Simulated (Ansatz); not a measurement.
# Al2Ni: from a guess to a relaxed structure

The task: take a trial cell of Al2Ni to zero force and stress.

Computed with Ansatz 0.2.0 (DFT PBE, scalar-relativistic, plane waves, PAW, unless a step's input says otherwise).

## (1) The structure to begin with

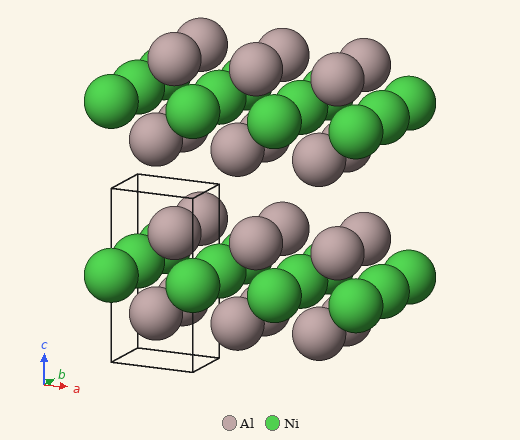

Start, viewed slightly off an axis; aluminium light grey, nickel green. 3×2×2 cells are drawn. Atoms on the faces are drawn again on the opposite ones.

Structure file:

```cif
data_structure
_symmetry_space_group_name_H-M 'P-3m1'
_symmetry_Int_Tables_number 164
_cell_length_a 2.9532
_cell_length_b 2.9532
_cell_length_c 4.6026
_cell_angle_alpha 90.000
_cell_angle_beta 90.000
_cell_angle_gamma 120.000
_cell_volume 34.76
loop_
_atom_site_label
_atom_site_type_symbol
_atom_site_symmetry_multiplicity
_atom_site_Wyckoff_symbol
_atom_site_fract_x
_atom_site_fract_y
_atom_site_fract_z
_atom_site_occupancy
Al1 Al 2 d 0.33333 0.66667 0.24516 1
Ni1 Ni 1 b 0.00000 0.00000 0.50000 1
```

A structure generator made this guess: species swapped into a database cell of Mn2N (P-3m1, No. 164), with Al on the Mn sites and Ni on the N sites. The dimensions are guesses.

## (2) Probe: one point on a coarse mesh

input.yaml reads:

```yaml
crystal:
  lattice:
    - [2.95319977, 0.0, 0.0]
    - [-1.47659988, 2.55754602, 0.0]
    - [0.0, 0.0, 4.60260128]
  atoms:
    - { symbol: Al, position: [0.33333333, 0.66666667, 0.245161] }
    - { symbol: Al, position: [0.66666667, 0.33333333, 0.754839] }
    - { symbol: Ni, position: [0.0, 0.0, 0.5], spin: 2.0 }
basis:
  ecutwfc: 420
kpoints:
  mp_grid: { grid: [6, 6, 4] }
hamiltonian:
  xc: pbe
scf:
  occupations: { method: gaussian, width: 0.1 }
  lower_state_search: "off"
output:
  forces: true
  stress: true
  eigenvalues: true
  populations: true
magnetization:
  spin_polarized: true
```

Started as:

```console
$ ansatz run input.yaml --threads 1 --pin off --max-ram 2560MiB --backend cpu --events-out ev --progress --plain --runs-dir out
```

The log of the run, cut to the lines that bear on the results:

```text
[...]
SCF converged after 15 iterations
Magnetization: -0.0000 μB (12.0000 up, 12.0000 down)
Absolute magnetization: 0.0000 μB (∫|ρ↑−ρ↓|, with the PAW one-centre terms)
Spin contamination: 0.0000 ħ² per cell (⟨S²⟩ above its minimum at these occupations)
Per-site moments (μB) at R_I (Å): [(-4.91434128541257e-7, 0.8536733457010652), (-4.914341285413364e-7, 0.8536733457010653), (-4.869616817670044e-7, 0.8536733457010652)]
Free energy (F): -6911.804009 eV
[...]
E sigma→0 (E₀):  -6911.799885 eV
Entropy (-TS):   -0.008247 eV (-2.749 meV/atom)
Fermi energy:    13.721785 eV
[...]
--- Forces (eV/Å), atoms counted from 1 ---
  atom   1  Al     0.00000000     0.00000000    -5.80965884
  atom   2  Al    -0.00000000    -0.00000000     5.80965884
  atom   3  Ni     0.00000000     0.00000000     0.00000000
[...]
--- Stress (GPa, compression-positive) ---
       70.582715       0.000000       0.000000
        0.000000      70.582715       0.000000
        0.000000       0.000000      77.514073
  P = ⅓ Tr σ = 72.8932 GPa (728.932 kbar)
--- Band table (eV; the first three rows and the last of 48) ---
  k-point 0 ↑: bands = ["-90.4406", "-50.9232", "-50.9232", "-50.8822", "1.5704", "7.3061", "8.7047", "9.6152", "9.6152", "10.5205", "10.5205", "12.0493", "22.2260", "22.2260", "23.7827", "23.7827", "24.8207"]
[...]
--- Löwdin populations: 3 sites ---
  site symbol       q [e]    m [muB]
     0     Al      3.0148    -0.0000
     1     Al      3.0148    -0.0000
     2     Ni     17.7689    -0.0000
  spilling = 0.008392 (of n_electrons = 24.000000)
```

Wall time 3.7 s (1 thread of Arm Neoverse V1, shared host); peak memory 0.28 GiB.

By site:

| atom | Löwdin electrons |
| --- | --- |
| Al1 | 3.01 |
| Al2 | 3.01 |
| Ni3 | 17.77 |

The Löwdin counts miss 0.20 of the 24 electrons, which the atomic orbitals do not span, so they are no charges.

Read-out: pressure 72.9 GPa, largest force 5.81 eV/Å, gap on this mesh none (metal). A cheap, loose relaxation comes first.

## (3) Rough relaxation on the coarse mesh

input.yaml, as its differences from that of step 2:

```diff
@@ -25 +25,6 @@
   spin_polarized: true
+relax:
+  adjacent_minimum: "off"
+  f_tol: 0.04
+  max_steps: 70
+  cell: { stress_tol: 0.4 }
```

Started as:

```console
$ ansatz run input.yaml --threads 1 --pin off --max-ram 2560MiB --backend cpu --events-out ev --progress --plain --runs-dir out
```

The log of the run:

```text
Warning: RAYON_NUM_THREADS=1 ignored (pool sized by the plan → 1); use --threads N
Engine: ansatz 0.2.0, aarch64-unknown-linux-gnu
Pseudopotentials: kind: paw
Pseudopotential: Al, paw, valence charge 3, recommended cutoff 420 eV (normal), Al.paw.azcp
Pseudopotential: Ni, paw, valence charge 18, recommended cutoff 420 eV (normal), Ni.paw.azcp
Functional definition: PBE
  parameter kappa = 0.804
  parameter beta = 0.06672455060314922
  exchange = pbe_x(kappa = kappa, mu = beta*pi^2/3)
  correlation = pbe_c(beta = beta)
Crystal: 3 atoms, lattice volume = 34.763 Å³
Basis set: ecut = 420 eV, 687 PW (Γ), exchange–correlation on 40×40×64 points (8 copies of the dense FFT grid, shifted against one another)
Bands: 17, of which v1, the nominal top of the filled ones, is band 12 counted from 1 (11 counted from 0)
Symmetry: 12 space group operations
Space group: P-3m1 (ITA 164), of the structure as read, at distance tolerance 3.3e-5 Å
Magnetic group: BNS 164.85 (UNI 1315), of the structure as read, at distance tolerance 3.3e-5 Å
k-points: 24 of 144
Non-local potential: Al, projectors of the file, l = 0: 2, l = 1: 2, l = 2: 1
Non-local potential: Ni, projectors of the file, l = 0: 3, l = 1: 2, l = 2: 3, l = 3: 1
PAW form: soft (Blöchl's): semilocal exchange-correlation on the pseudo side does not see the compensation charge
PAW one-centre angular grid: Al, 110 points (default); XC on 64 Gauss nodes
PAW one-centre angular grid: Ni, 590 points (default); XC on 64 Gauss nodes
Initial density: superposition of atomic densities (chi_scale 0.1, normalization cell)
Starting moments: Σ|m| = 2 μB on 1 of 3 sites
Initial wavefunctions: pseudopotential atomic-orbital guess
Functional: x = pbe(κ = 0.804, μ = 0.2195149727645171), c = pbe(β = 0.06672455060314922)
SCF iter   1: F=—  HF=-6912.837163 eV  |F-HF|=—  |Δ(HF+E_count)|=         —  Δρ=2.02e-1 (↑7.93e-2 ↓2.02e-1)  dr2=9.21e0  dr2_m=6.08e0  M=0.218 μB ∫|m|=0.373 μB  β_m=0.30  ethr=3.10e-3  ⟨swp⟩=5.6  Hψ=4307  notcnv=0
preconditioner: auto → none  [insulator: Δε(μ)=0.154 eV  Ē_g=10.700 eV  σ=0.100 eV  W_gap=0.64  n_scr=8 (ndim 8)  ℏωp=25.2 eV  f_vac=0.000  D(μ)=1.18/eV (n_scr^D=8)  ε∞_Penn≈6.5]
SCF iter   2: F=—  HF=-6912.426576 eV  |F-HF|=—  |Δ(HF+E_count)|=   4.11e-1  Δρ=2.09e-1 (↑2.09e-1 ↓3.14e-2)  dr2=1.19e1  dr2_m=3.24e0  M=0.603 μB ∫|m|=0.831 μB  β_m=0.30  ethr=3.10e-3  ⟨swp⟩=3.9  Hψ=2258  notcnv=0  defer=37
SCF iter   3: F=—  HF=-6911.253910 eV  |F-HF|=—  |Δ(HF+E_count)|=    1.17e0  Δρ=1.60e-1 (↑1.09e-1 ↓1.60e-1)  dr2=1.04e0  dr2_m=5.74e0  M=0.130 μB ∫|m|=0.440 μB  β_m=0.30  ethr=3.10e-3  ⟨swp⟩=2.9  Hψ=2074  notcnv=0  defer=35
Mixer restart at iter 3: flushing history
spin-set hold released at iteration 3 (the charge has settled, or the pull on large starting moments outlasts its swing): the magnetisation degrees of freedom join the quasi-Newton model from the next iteration; the mixer history was flushed
SCF iter   4: F=—  HF=-6911.560725 eV  |F-HF|=—  |Δ(HF+E_count)|=   3.07e-1  Δρ=1.26e-1 (↑1.26e-1 ↓6.36e-2)  dr2=9.84e-1  dr2_m=2.81e0  M=0.126 μB ∫|m|=0.461 μB  β_m=0.46  ethr=3.10e-3  ⟨swp⟩=2.7  Hψ=1701  notcnv=0  defer=36
SCF iter   5: F=—  HF=-6912.423969 eV  |F-HF|=—  |Δ(HF+E_count)|=   8.63e-1  Δρ=1.37e-1 (↑1.26e-2 ↓1.37e-1)  dr2=4.99e0  dr2_m=1.46e0  M=0.046 μB ∫|m|=0.196 μB  β_m=0.50  ethr=3.10e-3  ⟨swp⟩=3.0  Hψ=2018  notcnv=0  defer=36
SCF iter   6: F=—  HF=-6911.811725 eV  |F-HF|=—  |Δ(HF+E_count)|=   6.12e-1  Δρ=1.46e-2 (↑2.58e-3 ↓1.46e-2)  dr2=7.48e-2  dr2_m=1.95e-2  M=-0.037 μB ∫|m|=0.092 μB  β_m=0.48  ethr=3.10e-3  ⟨swp⟩=2.8  Hψ=1840  notcnv=0  defer=37
SCF iter   7: F=—  HF=-6911.803002 eV  |F-HF|=—  |Δ(HF+E_count)|=   8.72e-3  Δρ=4.88e-3 (↑1.42e-3 ↓4.88e-3)  dr2=4.20e-3  dr2_m=2.64e-3  M=-0.042 μB ∫|m|=0.068 μB  β_m=0.74  ethr=3.12e-4  ⟨swp⟩=1.8  Hψ=1234  notcnv=0  defer=38
SCF iter   8: F=—  HF=-6911.803868 eV  |F-HF|=—  |Δ(HF+E_count)|=   8.66e-4  Δρ=1.91e-3 (↑8.74e-4 ↓1.91e-3)  dr2=1.36e-3  dr2_m=2.68e-4  M=-0.032 μB ∫|m|=0.033 μB  β_m=0.74  ethr=1.75e-5  ⟨swp⟩=1.7  Hψ=993  notcnv=0  defer=38
SCF iter   9: F=—  HF=-6911.803912 eV  |F-HF|=—  |Δ(HF+E_count)|=   4.44e-5  Δρ=8.12e-4 (↑4.86e-4 ↓8.12e-4)  dr2=3.01e-4  dr2_m=4.43e-5  M=-0.022 μB ∫|m|=0.024 μB  β_m=0.84  ethr=5.65e-6  ⟨swp⟩=1.0  Hψ=778  notcnv=0  defer=38
SCF iter  10: F=—  HF=-6911.803954 eV  |F-HF|=—  |Δ(HF+E_count)|=   4.23e-5  Δρ=1.73e-4 (↑1.73e-4 ↓1.63e-4)  dr2=1.70e-6  dr2_m=8.57e-6  M=-0.014 μB ∫|m|=0.015 μB  β_m=0.92  ethr=1.26e-6  ⟨swp⟩=2.2  Hψ=1108  notcnv=0  defer=38
SCF iter  11: F=—  HF=-6911.804003 eV  |F-HF|=—  |Δ(HF+E_count)|=   4.86e-5  Δρ=1.04e-4 (↑1.04e-4 ↓4.79e-5)  dr2=2.46e-6  dr2_m=1.38e-6  M=-0.005 μB ∫|m|=0.005 μB  β_m=0.96  ethr=7.07e-9  ⟨swp⟩=3.5  Hψ=1691  notcnv=0  defer=38
SCF iter  12: F=—  HF=-6911.804009 eV  |F-HF|=—  |Δ(HF+E_count)|=   5.68e-6  Δρ=1.84e-5 (↑1.84e-5 ↓1.60e-5)  dr2=2.00e-7  dr2_m=3.21e-8  M=-0.001 μB ∫|m|=0.001 μB  β_m=0.93  ethr=7.07e-9  ⟨swp⟩=2.0  Hψ=1175  notcnv=0  defer=38
iter 13 did not close the SCF: its close was put off for a magnetic moment that had not settled (scf_convergence_deferred on its scf_iter line)
SCF iter  13: F=-6911.804009 eV  HF=-6911.804009 eV  |F-HF|=3.60e-9  |Δ(HF+E_count)|=   1.82e-7  Δρ=3.96e-6 (↑2.35e-6 ↓3.96e-6)  dr2=5.59e-9  dr2_m=1.23e-9  M=-0.000 μB ∫|m|=0.000 μB  β_m=0.85  ethr=4.17e-10  ⟨swp⟩=8.2  Hψ=4377  notcnv=0
iter 14 did not close the SCF: its close was put off for a magnetic moment that had not settled (scf_convergence_deferred on its scf_iter line)
SCF iter  14: F=-6911.804009 eV  HF=-6911.804009 eV  |F-HF|=9.64e-11  |Δ(HF+E_count)|=   5.99e-9  Δρ=6.67e-7 (↑6.11e-7 ↓6.67e-7)  dr2=1.12e-10  dr2_m=8.69e-11  M=-0.000 μB ∫|m|=0.000 μB  β_m=0.92  ethr=2.33e-11  ⟨swp⟩=2.0  Hψ=2362  notcnv=0
SCF iter  15: F=-6911.804009 eV  HF=-6911.804009 eV  |F-HF|=2.73e-12  |Δ(HF+E_count)|=  5.50e-10  Δρ=1.10e-7 (↑1.10e-7 ↓8.84e-8)  dr2=2.28e-12  dr2_m=2.14e-12  M=-0.000 μB ∫|m|=0.000 μB  ethr=1.00e-12  ⟨swp⟩=1.0  Hψ=2176  notcnv=0
WARN: the starting moments were not kept: the SCF closed with an absolute magnetisation of 6.4e-6 μB, where they sum to 2 μB in size (1 site). That is at most 0.1 of that sum. Measured as dr2_m measures the in/out step, that magnetisation stands 5.1e-12 eV from none, at or under the dr2_threshold of 1.0e-7 eV: it is no larger than a step whose dr2_m would equal this threshold. The system may hold no moment; this SCF shows only that its start led to no more than that. To try another start: raise the starting moments (crystal.atoms[].spin, magnetization.per_species, magnetization.initial_magnetization, or on a non-collinear deck that types none of these the spinor_matrix: blocks that start its atoms; where the total moment is fixed, keep their sum and leave initial_magnetization as it is; typed ones take the place of any that the run laid by itself, positive ones on a crystal's lanthanoids without a Hubbard term where scf.initial_density.shell_occupations: [] is typed) or, if the notice of its spin-set hold's release reads "site moments contracting" or "site moments show no strong build", lengthen the hold (scf.mixing.spin_hold: { on: { confirm: 4 } }; for m-r²SCAN on two components see the key's manual first). Each may lead to a state that holds a moment. A second SCF, from the converged charge density, with the starting moments and any scf.initial_density.shell_occupations laid on it anew, would have followed, and was not run: the deck does not ask for one (magnetization.retry_lost_moments is false, the default). To let it run, set magnetization.retry_lost_moments: true and run the deck again, where that key's refused combinations let it; where memory then withholds it, that run's warning says so.
SCF 1 converged in 15 iterations: F = -6911.804009 eV  dr2 = 2.28e-12
relax step   1: F+E_penalty+E_count = -6911.80400896 eV  Δ(F+E_penalty+E_count) = +0.000e0 eV  max|allowed force component| = 5.810e0 eV/Å  Δτ_max = 0.0000 Å  P = +72.893 GPa  Ω = 34.763 Å³  (15 SCF iters, dr2 threshold 1.00e-7 eV, accepted)
[... from here on, the SCF cycles and remarks between the steps are left out ...]
relax step   2: F+E_penalty+E_count = -6913.90897867 eV  Δ(F+E_penalty+E_count) = -2.105e0 eV  max|allowed force component| = 2.569e0 eV/Å  Δτ_max = 0.0790 Å  P = +30.201 GPa  Ω = 39.422 Å³  energy of the carried Pulay correction = -2.400e-3 eV  (11 SCF iters, dr2 threshold 3.00e-7 eV, accepted)
relax step   3: F+E_penalty+E_count = -6914.63442780 eV  Δ(F+E_penalty+E_count) = -7.254e-1 eV  max|allowed force component| = 1.226e0 eV/Å  Δτ_max = 0.0702 Å  P = +12.621 GPa  Ω = 42.112 Å³  energy of the carried Pulay correction = -3.655e-3 eV  (12 SCF iters, dr2 threshold 3.00e-7 eV, accepted)
relax step   4: F+E_penalty+E_count = -6915.01375020 eV  Δ(F+E_penalty+E_count) = -3.793e-1 eV  max|allowed force component| = 3.115e-1 eV/Å  Δτ_max = 0.0545 Å  P = +3.848 GPa  Ω = 43.395 Å³  energy of the carried Pulay correction = -4.223e-3 eV  (10 SCF iters, dr2 threshold 3.00e-7 eV, accepted)
relax step   5: F+E_penalty+E_count = -6915.24442512 eV  Δ(F+E_penalty+E_count) = -2.307e-1 eV  max|allowed force component| = 2.309e-3 eV/Å  Δτ_max = 0.0275 Å  P = -1.345 GPa  Ω = 43.828 Å³  energy of the carried Pulay correction = -4.411e-3 eV  (11 SCF iters, dr2 threshold 3.00e-7 eV, accepted)
relax step   6: F+E_penalty+E_count = -6915.43065087 eV  Δ(F+E_penalty+E_count) = -1.862e-1 eV  max|allowed force component| = 2.027e-1 eV/Å  Δτ_max = 0.0194 Å  P = -4.111 GPa  Ω = 43.212 Å³  energy of the carried Pulay correction = -4.144e-3 eV  (11 SCF iters, dr2 threshold 3.00e-7 eV, accepted)
relax step   7: F+E_penalty+E_count = -6915.50900147 eV  Δ(F+E_penalty+E_count) = -7.835e-2 eV  max|allowed force component| = 1.160e-1 eV/Å  Δτ_max = 0.0080 Å  P = -4.294 GPa  Ω = 41.650 Å³  energy of the carried Pulay correction = -3.446e-3 eV  (13 SCF iters, dr2 threshold 3.00e-7 eV, accepted)
relax step   8: F+E_penalty+E_count = -6915.52358540 eV  Δ(F+E_penalty+E_count) = -1.458e-2 eV  max|allowed force component| = 3.464e-2 eV/Å  Δτ_max = 0.0044 Å  P = +3.004 GPa  Ω = 40.052 Å³  energy of the carried Pulay correction = -2.702e-3 eV  (12 SCF iters, dr2 threshold 3.00e-7 eV, accepted)
relax step   9: F+E_penalty+E_count = -6915.53050076 eV  Δ(F+E_penalty+E_count) = -6.915e-3 eV  max|allowed force component| = 1.221e-2 eV/Å  Δτ_max = 0.0000 Å  P = +0.040 GPa  Ω = 40.772 Å³  energy of the carried Pulay correction = -3.041e-3 eV  (10 SCF iters, dr2 threshold 3.00e-7 eV, accepted)
relax step  10: F+E_penalty+E_count = -6915.67104011 eV  Δ(F+E_penalty+E_count) = -1.405e-1 eV  max|allowed force component| = 2.515e-3 eV/Å  Δτ_max = 0.0000 Å  P = +3.853 GPa  Ω = 40.772 Å³  stress off target by 1.01e1 GPa  SCF on the basis re-selected at this cell (its energy is not comparable with the rows above)  (8 SCF iters)
relax step  11: F+E_penalty+E_count = -6915.70703975 eV  Δ(F+E_penalty+E_count) = -3.600e-2 eV  max|allowed force component| = 1.929e-3 eV/Å  Δτ_max = 0.0011 Å  P = +1.523 GPa  Ω = 41.251 Å³  energy of the carried Pulay correction = -2.301e-4 eV  (11 SCF iters, dr2 threshold 3.00e-7 eV, accepted)
relax step  12: F+E_penalty+E_count = -6915.71087764 eV  Δ(F+E_penalty+E_count) = -3.838e-3 eV  max|allowed force component| = 1.038e-2 eV/Å  Δτ_max = 0.0005 Å  P = -0.011 GPa  Ω = 41.712 Å³  energy of the carried Pulay correction = -4.672e-4 eV  (11 SCF iters, dr2 threshold 3.00e-7 eV, accepted)
relax step  13: F+E_penalty+E_count = -6915.71141178 eV  Δ(F+E_penalty+E_count) = -5.341e-4 eV  max|allowed force component| = 1.049e-2 eV/Å  Δτ_max = 0.0000 Å  P = -0.014 GPa  Ω = 41.712 Å³  stress off target by 2.33e-1 GPa  SCF on the basis re-selected at this cell (its energy is not comparable with the rows above)  (5 SCF iters)
basis re-selected at this cell: Δ(F+E_penalty+E_count) = -5.341e-4 eV, ΔP = -0.003 GPa vs the last step (what re-selecting the basis moved, of the pressure what is left beyond the Pulay correction that the steps carried, after the strain that the cell walked since its last selection, with what the two solves' SCF thresholds leave and, on support functions, any second-order correction that the steps lacked; it is no measure of the basis error at this ecutwfc). The dense FFT grid was sized anew with the basis: this SCF ran on 20×20×45 points, the steps before it on 20×20×40, so part of this shift can come from that change (see relax.cell in the input reference). This SCF's stress stands 2.33e-1 GPa from its target on what of the cell is left free (relax.cell.stress_tol is 4.00e-1 GPa) and its largest allowed force component is 1.05e-2 eV/Å (relax.f_tol is 4.00e-2 eV/Å): within both
SCF converged after 5 iterations
Magnetization: 0.0000 μB (12.0000 up, 12.0000 down)
Absolute magnetization: 0.0000 μB (∫|ρ↑−ρ↓|, with the PAW one-centre terms)
Spin contamination: 0.0000 ħ² per cell (⟨S²⟩ above its minimum at these occupations)
Per-site moments (μB) at R_I (Å): [(3.495839858073218e-7, 1.0239757630279738), (3.4958398580593696e-7, 1.0239757630279738), (-1.1601192834999304e-6, 1.0239757630279738)]
Free energy (F): -6915.711412 eV
Harris-Foulkes:  -6915.711412 eV  (|F-HF|=1.46e-10)
Internal energy: -6915.702151 eV  (E = F + TS)
E sigma→0 (E₀):  -6915.706781 eV
Entropy (-TS):   -0.009261 eV (-3.087 meV/atom)
Fermi energy:    10.833643 eV
--- Per-component energies (eV) ---
  E_band       = -376.305565
  E_kinetic    = 331.805518
  E_local      = -5910.419308  (includes V_loc(G=0)·N_el)
  E_nonlocal   = 658.847125
  E_hartree    = 2625.433098
  E_xc         = -165.134725
  E_vxc        = -168.369825  (∫ρ·V_xc dr)
  E_paw        = -2567.942110  (= ΣΔE_a)
  E_vpaw       = -539.037076  (= ΣTr[D̂ρ^β])
  E_aug_tail   = 0.000496  (compensation charges beyond the density's cutoff)
  E_ewald      = -1888.292245
  E_smearing   = -0.009261  (= −TS)
  E_closure    = -0.000000  (closes the sum)
  Σ components = -6915.711412   (vs F -6915.711412, Δ=0.00e0)
--- Forces (eV/Å), atoms counted from 1 ---
  atom   1  Al     0.00000000    -0.00000000     0.01049156
  atom   2  Al    -0.00000000     0.00000000    -0.01049156
  atom   3  Ni     0.00000000     0.00000000     0.00000000
  max |Σ_I F_I| component: 2.31e-18 eV/Å
--- Stress (GPa, compression-positive) ---
       -0.137566      -0.000000      -0.000000
       -0.000000      -0.137566       0.000000
       -0.000000       0.000000       0.232960
  P = ⅓ Tr σ = -0.0141 GPa (-0.141 kbar)
--- Band table (eV; the first three rows and the last of 48) ---
  k-point 0 ↑: bands = ["-92.2439", "-52.8484", "-52.5316", "-52.5316", "0.0189", "3.7190", "4.6741", "8.4654", "9.1250", "9.1250", "9.4532", "9.4532", "15.5235", "17.8521", "22.4471", "22.4471", "22.7845"]
  k-point 1 ↑: bands = ["-92.2439", "-52.8484", "-52.5317", "-52.5317", "0.2517", "2.4612", "6.2256", "8.4781", "9.1251", "9.1251", "9.4526", "9.4526", "13.3302", "20.3303", "22.6744", "22.6744", "22.8045"]
  k-point 2 ↑: bands = ["-92.2439", "-52.8484", "-52.5317", "-52.5317", "0.6850", "1.5566", "7.4558", "8.5349", "9.1251", "9.1251", "9.4521", "9.4521", "11.6857", "22.4550", "22.7561", "22.7561", "23.1798"]
  k-point 23 ↓: bands = ["-92.2398", "-52.8431", "-52.5596", "-52.5596", "7.4231", "7.4231", "7.8896", "7.9522", "7.9522", "8.4766", "9.8778", "9.8778", "11.5462", "11.7836", "11.7836", "16.6374", "17.3654"]
--- Relaxed structure (11 steps of the walk, 11 accepted, 2 SCFs on fresh bases) ---
  F+E_penalty+E_count = -6915.71141178 eV   max|allowed force component| = 1.049e-2 eV/Å   (the final SCF, on the basis selected at the relaxed cell)
  cell:  # Å, volume = 41.7116 Å³
    - [2.8259734706997337, -2.7623875931044343e-9, -2.131696259574789e-32]
    - [-1.412986732957569, 2.4473648174280425, 4.945446635590595e-26]
    - [-3.2049355556377585e-32, 8.899902254974015e-26, 6.031011592578768]
  atoms:
    - { symbol: Al, position: [0.33333333333333326, 0.6666666666666665, 0.189794253387755] }
    - { symbol: Al, position: [0.6666666666666665, 0.3333333333333333, 0.8102057466122448] }
    - { symbol: Ni, position: [4.765449793444671e-34, 2.1126906271770837e-34, 0.4999999999999999] }
--- Löwdin populations: 3 sites ---
  site symbol       q [e]    m [muB]
     0     Al      3.1432     0.0000
     1     Al      3.1432     0.0000
     2     Ni     17.5033    -0.0000
  spilling = 0.008767 (of n_electrons = 24.000000)
```

Wall time 40 s (1 thread of Arm Neoverse V1, shared host); peak memory 0.31 GiB.

The steps of the relaxation:

| step | E - E(step 1) (eV/cell) | largest force component (eV/Å) | pressure (GPa) | volume (Å³) |
| --- | --- | --- | --- | --- |
| 1 | 0.0000 | 5.8097 | 72.89 | 34.76 |
| 2 | -2.1050 | 2.5687 | 30.20 | 39.42 |
| 3 | -2.8304 | 1.2259 | 12.62 | 42.11 |
| 4 | -3.2097 | 0.3115 | 3.85 | 43.39 |
| 5 | -3.4404 | 0.0023 | -1.34 | 43.83 |
| 6 | -3.6266 | 0.2027 | -4.11 | 43.21 |
| 7 | -3.7050 | 0.1160 | -4.29 | 41.65 |
| 8 | -3.7196 | 0.0346 | 3.00 | 40.05 |
| 9 | -3.7265 | 0.0122 | 0.04 | 40.77 |
| 10 | -3.8670 | 0.0025 | 3.85 | 40.77 |
| 11 | -3.9030 | 0.0019 | 1.52 | 41.25 |
| 12 | -3.9069 | 0.0104 | -0.01 | 41.71 |
| 13 | -3.9074 | 0.0105 | -0.01 | 41.71 |

Step 1 is the start. Steps 10, 13 each repeat the geometry before them on a plane-wave basis chosen anew, so the energy can jump there without any move.

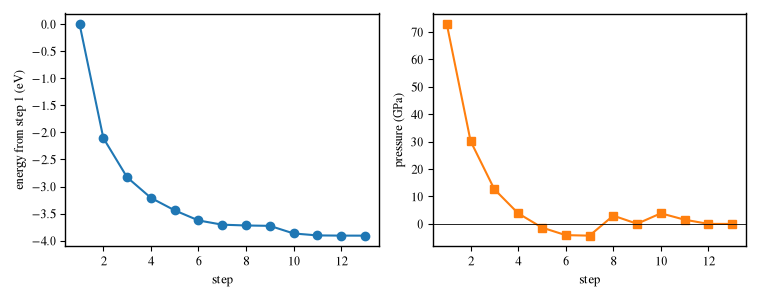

Energy and pressure along the relaxation.

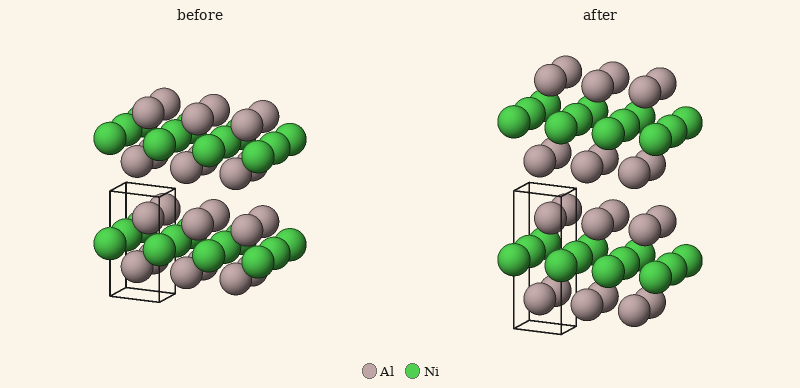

Before and after, at one scale.

|  | before | after | change |
| --- | --- | --- | --- |
| a (Å) | 2.953 | 2.826 | -4.3 % |
| b (Å) | 2.953 | 2.826 | -4.3 % |
| c (Å) | 4.603 | 6.031 | +31.0 % |
| volume (Å³/atom) | 11.59 | 13.90 | +20.0 % |
| shortest distance (Å) | 2.070 | 2.482 | +19.9 % |
| space group (0.01 Å) | P-3m1 | P-3m1 | same |

Forces and stress were held to the start's 12 operations: a distortion of lower symmetry was not tested.

Per atom:

| atom | Löwdin electrons |
| --- | --- |
| Al1 | 3.14 |
| Al2 | 3.14 |
| Ni3 | 17.50 |

The Löwdin counts miss 0.21 of the 24 electrons, which the atomic orbitals do not span, so they are no charges.

[end of part 1 of 2]
